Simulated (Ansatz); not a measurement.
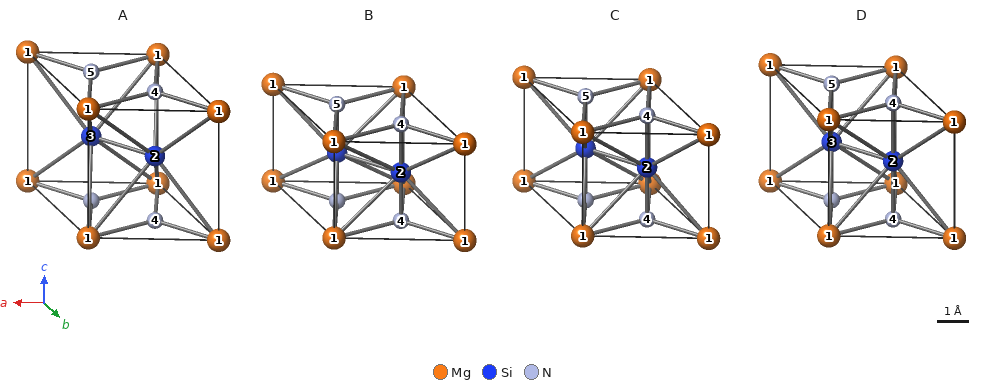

4 geometries from one relaxation of solid MgSi₂N₂ (a generated structure, set up in P6/mmm) (coarse preliminary run), in shuffled order. Style: ball-and-stick. Shown: the cell of the calculation, from a free direction.

These are results of Ansatz, DFT PBE, scalar-relativistic, plane waves, PAW, not measurements. Set-up: plane-wave cutoff 420 eV; k-point mesh 6 × 6 × 4; occupations gaussian; smearing width 0.1 eV; no spin polarisation; cell and atoms relaxed; force threshold 0.04 eV/Å; at most 70 steps.

Order the frames from highest to lowest energy.

A, D, C, B. They are steps 0, 2, 4, 11, at +2.679 eV per cell of the calculation, +1.074 eV per cell of the calculation, +0.228 eV per cell of the calculation relative to the last. After 9 accepted moves (11 points after the start) the energy has fallen by 2.679 eV per cell of the calculation. All forces vanish by symmetry, so only the cell relaxes. Pressure: −19.04 GPa at the start and 0.02 GPa at the end. At 2 points the geometry stayed and the basis and grid were re-selected for the new cell (energy shift of 6.2 meV per cell of the calculation at most each time). The atoms keep their places relative to the cell (all moves are under 0.005 Å). The volume changes by −24.6 %, with a = b 4.295 → 4.311 Å (+0.4 %), c 4.877 → 3.651 Å (−25.1 %). Among the contacts that change: Si2–N4 2.438 → 1.825 Å, Mg1–Si2 3.478 → 3.087 Å, Si2–Si3 2.480 → 2.489 Å, Mg1–N4 2.480 → 2.489 Å. New bonds form: Si2–N4 (2.44 → 1.83 Å), Si3–N5 (2.44 → 1.83 Å). The space group stays P6/mmm (No. 191).
